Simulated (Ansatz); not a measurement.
# From Ti to Ir

System: Ti (P6₃/mmc, 2 atoms in the cell).
Method of run A: DFT PBEsol, scalar-relativistic, plane waves, PAW, no spin polarisation (Ansatz 0.2.0).
System of run B: Ir (P6₃/mmc, 2 atoms in the cell).

On run A: The structure was made by swapping elements on the sites of another compound; it need not be a known phase. On run B: The structure was made by swapping elements on the sites of another compound; it need not be a known phase. It belongs to a series of runs on one base structure; here: Pb -> Ir on all its sites, cell and atoms relaxed. Text and figures count atoms from 1; the logs count them from 0 in places.

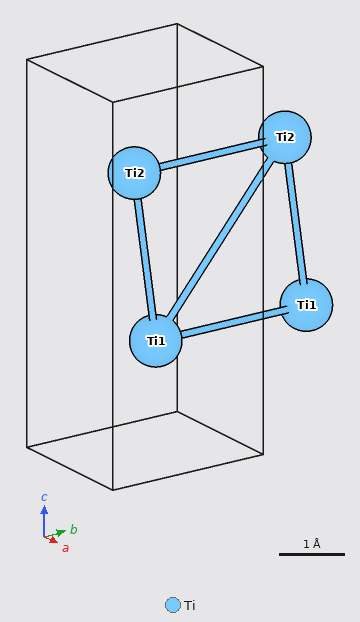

Figure 1. The starting structure (ball-and-stick view of the cell of the calculation, repeated 1 × 2 × 1, seen slightly off an axis; atoms are numbered from 1 in the order of the input). Near neighbours in the crystal (not all of them lie inside the picture): Ti has 12 Ti at 3.70 to 3.72 Å.

## Input, run A
```yaml
crystal:
  lattice:
    - [3.6981959964, 0.0, 0.0]
    - [-1.8490979982, 3.202731681, 0.0]
    - [0.0, 0.0, 6.1004068203]
  atoms:
    - { symbol: Ti, position: [0.3333333333, 0.6666666667, 0.25] }
    - { symbol: Ti, position: [0.6666666667, 0.3333333333, 0.75] }
basis:
  ecutwfc: 420
kpoints:
  mp_grid: { grid: [6, 6, 4] }
hamiltonian:
  xc: pbesol
scf:
  occupations: { method: gaussian, width: 0.1 }
output:
  forces: true
  stress: true
  eigenvalues: true
relax:
  adjacent_minimum: "off"
  f_tol: 0.05
  max_steps: 60
  cell: { stress_tol: 0.5 }
```

Command:
```bash
ansatz run input.yaml --threads 1 --pin off --max-ram 2560MiB --backend cpu --events-out ev --progress --plain --runs-dir out
```

Hardware: 1 thread of AMD EPYC (Zen 4), 64 GiB of memory available, shared host.

## Output, shortened to warnings, some set-up lines, iterations and results (run A)
```
Basis set: ecut = 420 eV, 1401 PW (Γ), exchange–correlation on 50×50×90 points (8 copies of the dense FFT grid, shifted against one another)
Symmetry: 24 space group operations
k-points: 21 of 144
Initial density: superposition of atomic densities (neutral atoms: chi_scale 0, normalization atom), corrected by the library's trained network
[...]
SCF iter   1: F=—  HF=-4943.134326 eV  |F-HF|=—  |Δ(HF+E_count)|=         —  Δρ=7.59e-3  dr2=4.39e-2  ethr=1.77e-3  ⟨swp⟩=3.7  Hψ=1288  notcnv=0
SCF iter   2: F=—  HF=-4943.126267 eV  |F-HF|=—  |Δ(HF+E_count)|=   8.06e-3  Δρ=1.86e-3  dr2=2.86e-3  ethr=1.83e-4  ⟨swp⟩=2.4  Hψ=639  notcnv=0
SCF iter   3: F=—  HF=-4943.126149 eV  |F-HF|=—  |Δ(HF+E_count)|=   1.18e-4  Δρ=9.39e-4  dr2=8.48e-4  ethr=1.19e-5  ⟨swp⟩=1.7  Hψ=367  notcnv=0
SCF iter   4: F=—  HF=-4943.126099 eV  |F-HF|=—  |Δ(HF+E_count)|=   4.94e-5  Δρ=1.73e-4  dr2=3.42e-5  ethr=3.53e-6  ⟨swp⟩=1.0  Hψ=338  notcnv=0
SCF iter   5: F=—  HF=-4943.126091 eV  |F-HF|=—  |Δ(HF+E_count)|=   7.93e-6  Δρ=7.62e-5  dr2=2.84e-6  ethr=1.43e-7  ⟨swp⟩=2.0  Hψ=404  notcnv=0
[... 63 lines ...]
SCF iter   4: F=-4947.784510 eV  HF=-4947.784510 eV  |F-HF|=1.37e-9  |Δ(HF+E_count)|=   1.10e-8  Δρ=3.65e-6  dr2=1.32e-9  ethr=1.47e-10  ⟨swp⟩=2.3  Hψ=570  notcnv=0
SCF iter   5: F=-4947.784510 eV  HF=-4947.784510 eV  |F-HF|=9.09e-13  |Δ(HF+E_count)|=   1.46e-9  Δρ=1.35e-7  dr2=1.99e-12  ethr=5.49e-12  ⟨swp⟩=2.1  Hψ=592  notcnv=0
SCF iter   6: F=-4947.784510 eV  HF=-4947.784510 eV  |F-HF|=0.00e0  |Δ(HF+E_count)|=  1.82e-12  Δρ=3.23e-8  dr2=1.62e-13  ethr=1.00e-12  ⟨swp⟩=1.0  Hψ=756  notcnv=0
SCF 9 converged in 6 iterations: F = -4947.784510 eV  dr2 = 1.62e-13
relax step   9: F+E_penalty+E_count = -4947.78451020 eV  Δ(F+E_penalty+E_count) = +2.172e-3 eV  max|allowed force component| = 2.035e-16 eV/Å  Δτ_max = 0.0000 Å  P = -0.015 …
basis re-selected at this cell: Δ(F+E_penalty+E_count) = +2.172e-3 eV, ΔP = +0.003 GPa vs the last step (what re-selecting the basis moved, of the pressure what is left beyond the Pulay correction that the steps carried, after the strain that the cell walked since its last selection, with what the …
SCF converged after 6 iterations
Free energy (F): -4947.784510 eV
Harris-Foulkes:  -4947.784510 eV  (|F-HF|=0.00e0)
Internal energy: -4947.768132 eV  (E = F + TS)
E sigma→0 (E₀):  -4947.776321 eV
Entropy (-TS):   -0.016378 eV (-8.189 meV/atom)
Fermi energy:    13.946619 eV
--- Per-component energies (eV) ---
  E_band       = -299.483000
  E_kinetic    = 546.260424
  E_local      = -1584.101370  (includes V_loc(G=0)·N_el)
  E_nonlocal   = 18.873971
  E_hartree    = 652.244239
  E_xc         = -193.889262
  E_vxc        = -243.660770  (∫ρ·V_xc dr)
  E_paw        = -2045.178342  (= ΣΔE_a)
  E_vpaw       = -341.343935  (= ΣTr[D̂ρ^β])
  E_aug_tail   = 0.000204  (compensation charges beyond the density's cutoff)
  E_ewald      = -2342.256764
  E_core_change = 0.278769  (= ΣΔE_core)
  E_smearing   = -0.016378  (= −TS)
  E_closure    = 0.000000  (closes the sum)
  Σ components = -4947.784510   (vs F -4947.784510, Δ=0.00e0)
--- Forces (eV/Å), atoms counted from 1 ---
  atom   1  Ti     0.00000000    -0.00000000     0.00000000
  atom   2  Ti     0.00000000     0.00000000     0.00000000
  max |Σ_I F_I| component: 1.11e-16 eV/Å
--- Stress (GPa, compression-positive) ---
       -0.009143      -0.000000       0.000000
        0.000000      -0.009143       0.000000
        0.000000       0.000000      -0.027263
  P = ⅓ Tr σ = -0.0152 GPa (-0.152 kbar)
--- Relaxed structure (8 steps of the walk, 8 accepted, 1 SCFs on fresh bases) ---
  F+E_penalty+E_count = -4947.78451020 eV   max|allowed force component| = 2.035e-16 eV/Å   (the final SCF, on the basis selected at the relaxed cell)
  cell:  # Å, volume = 33.4243 Å³
    - [2.8878138699712554, -2.2800588348868246e-33, 0.0]
    - [-1.4439069349856277, 2.500920172796159, 0.0]
    - [0.0, 0.0, 4.627999547399842]
  atoms:
[...]
```

The input of run B differs as follows (lines with − go, lines with + come):
```diff
-    - [3.6981959964, 0.0, 0.0]
-    - [-1.8490979982, 3.202731681, 0.0]
-    - [0.0, 0.0, 6.1004068203]
+    - [3.3746075418, 0.0, 0.0]
+    - [-1.6873037709, 2.9224958591, 0.0]
+    - [0.0, 0.0, 5.6470582959]
-    - { symbol: Ti, position: [0.3333333333, 0.6666666667, 0.25] }
-    - { symbol: Ti, position: [0.6666666667, 0.3333333333, 0.75] }
+    - { symbol: Ir, position: [0.3333333333, 0.6666666667, 0.25] }
+    - { symbol: Ir, position: [0.6666666667, 0.3333333333, 0.75] }
```

How does run B compare with run A?

The total energies belong to different systems, so their difference says nothing on which is more stable or more accurate. The volume per atom goes from 16.71 to 14.11 Å³. The SCF takes 61 iterations over all geometry steps against 55.

## Output, shortened to warnings, some set-up lines, iterations and results (run B)
```
Basis set: ecut = 420 eV, 1099 PW (Γ), exchange–correlation on 48×48×80 points (8 copies of the dense FFT grid, shifted against one another)
Symmetry: 24 space group operations
k-points: 21 of 144
Initial density: superposition of atomic densities (neutral atoms: chi_scale 0, normalization atom), corrected by the library's trained network
[...]
SCF iter   1: F=—  HF=-23590.247023 eV  |F-HF|=—  |Δ(HF+E_count)|=         —  Δρ=1.20e-2  dr2=5.76e-2  ethr=1.77e-3  ⟨swp⟩=4.0  Hψ=1629  notcnv=0
SCF iter   2: F=—  HF=-23590.234198 eV  |F-HF|=—  |Δ(HF+E_count)|=   1.28e-2  Δρ=5.03e-3  dr2=1.14e-2  ethr=1.70e-4  ⟨swp⟩=1.0  Hψ=609  notcnv=0
SCF iter   3: F=—  HF=-23590.231294 eV  |F-HF|=—  |Δ(HF+E_count)|=   2.90e-3  Δρ=1.08e-3  dr2=5.52e-4  ethr=3.34e-5  ⟨swp⟩=2.0  Hψ=574  notcnv=0
SCF iter   4: F=—  HF=-23590.231281 eV  |F-HF|=—  |Δ(HF+E_count)|=   1.23e-5  Δρ=3.64e-4  dr2=5.29e-5  ethr=1.62e-6  ⟨swp⟩=2.3  Hψ=576  notcnv=0
SCF iter   5: F=—  HF=-23590.231296 eV  |F-HF|=—  |Δ(HF+E_count)|=   1.43e-5  Δρ=7.05e-5  dr2=3.09e-6  ethr=1.56e-7  ⟨swp⟩=2.0  Hψ=719  notcnv=0
[... 71 lines ...]
SCF iter   4: F=—  HF=-23597.903076 eV  |F-HF|=—  |Δ(HF+E_count)|=   6.41e-7  Δρ=9.98e-6  dr2=5.57e-9  ethr=4.16e-10  ⟨swp⟩=3.0  Hψ=801  notcnv=0
SCF iter   5: F=-23597.903076 eV  HF=-23597.903076 eV  |F-HF|=7.28e-12  |Δ(HF+E_count)|=   3.51e-9  Δρ=5.57e-7  dr2=1.72e-11  ethr=1.64e-11  ⟨swp⟩=1.0  Hψ=441  notcnv=0
SCF iter   6: F=-23597.903076 eV  HF=-23597.903076 eV  |F-HF|=7.28e-12  |Δ(HF+E_count)|=  2.91e-11  Δρ=6.44e-8  dr2=3.89e-13  ethr=1.00e-12  ⟨swp⟩=2.0  Hψ=1282  notcnv=0
SCF 10 converged in 6 iterations: F = -23597.903076 eV  dr2 = 3.89e-13
relax step  10: F+E_penalty+E_count = -23597.90307605 eV  Δ(F+E_penalty+E_count) = +5.203e-3 eV  max|allowed force component| = 7.401e-17 eV/Å  Δτ_max = 0.0000 Å  P = +0.031 …
basis re-selected at this cell: Δ(F+E_penalty+E_count) = +5.203e-3 eV, ΔP = +0.020 GPa vs the last step (what re-selecting the basis moved, of the pressure what is left beyond the Pulay correction that the steps carried, after the strain that the cell walked since its last selection, with what the …
SCF converged after 6 iterations
Free energy (F): -23597.903076 eV
Harris-Foulkes:  -23597.903076 eV  (|F-HF|=7.28e-12)
Internal energy: -23597.892781 eV  (E = F + TS)
E sigma→0 (E₀):  -23597.897928 eV
Entropy (-TS):   -0.010295 eV (-5.148 meV/atom)
Fermi energy:    25.686891 eV
--- Per-component energies (eV) ---
  E_band       = -168.201273
  E_kinetic    = 1246.902251
  E_local      = -2127.921316  (includes V_loc(G=0)·N_el)
  E_nonlocal   = 151.561078
  E_hartree    = 814.949739
  E_xc         = -533.206718
  E_vxc        = -599.664843  (∫ρ·V_xc dr)
  E_paw        = -18177.440617  (= ΣΔE_a)
  E_vpaw       = -468.978007  (= ΣTr[D̂ρ^β])
  E_aug_tail   = 0.000103  (compensation charges beyond the density's cutoff)
  E_ewald      = -4973.267870
  E_core_change = 0.530570  (= ΣΔE_core)
  E_smearing   = -0.010295  (= −TS)
  E_closure    = 0.000000  (closes the sum)
  Σ components = -23597.903076   (vs F -23597.903076, Δ=0.00e0)
--- Forces (eV/Å), atoms counted from 1 ---
  atom   1  Ir     0.00000000     0.00000000    -0.00000000
  atom   2  Ir     0.00000000    -0.00000000     0.00000000
  max |Σ_I F_I| component: 4.63e-17 eV/Å
--- Stress (GPa, compression-positive) ---
        0.058271       0.000000      -0.000000
        0.000000       0.058271      -0.000000
       -0.000000      -0.000000      -0.024261
  P = ⅓ Tr σ = 0.0308 GPa (0.308 kbar)
--- Relaxed structure (9 steps of the walk, 9 accepted, 1 SCFs on fresh bases) ---
  F+E_penalty+E_count = -23597.90307605 eV   max|allowed force component| = 7.401e-17 eV/Å   (the final SCF, on the basis selected at the relaxed cell)
  cell:  # Å, volume = 28.2249 Å³
    - [2.7311888088983314, -7.233017885726628e-34, 0.0]
    - [-1.3655944044491657, 2.3652788910377174, 0.0]
    - [0.0, 0.0, 4.369168264186708]
  atoms:
[...]
```

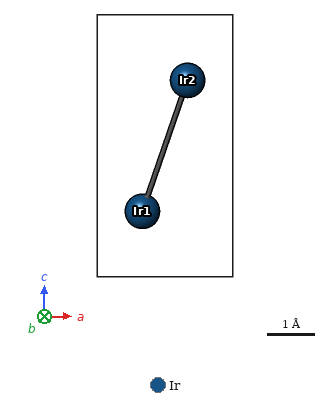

Figure 2. The input structure of run B (ball-and-stick view of the cell of the calculation, along the b axis; atoms are numbered from 1 in the order of the input).

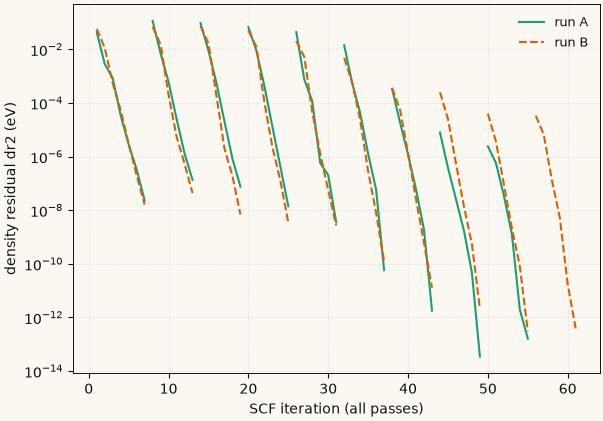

Figure 3. Convergence of the two runs: density residual dr2 against the SCF iteration. A break in a curve parts two SCF passes. Run A takes 55 iterations in all, and run B takes 61.

## The two runs side by side

| quantity | run A | run B |
| --- | --- | --- |
| outcome | converged | converged |
| free energy per atom (eV) | −2473.8923 | −11798.9515 |
| energy per atom, smearing taken to zero (eV) | −2473.8882 | −11798.9490 |
| gap on the mesh (eV) | 0.00 | 0.00 |
| pressure (GPa) | −0.02 | 0.03 |
| volume per atom (Å³) | 16.71 | 14.11 |
| largest force (eV/Å) | 0.000 | 0.000 |
| SCF iterations | 55 | 61 |
| irreducible k-points | 21 | 21 |

For run B: Spin–orbit coupling is left out, which matters for Ir.
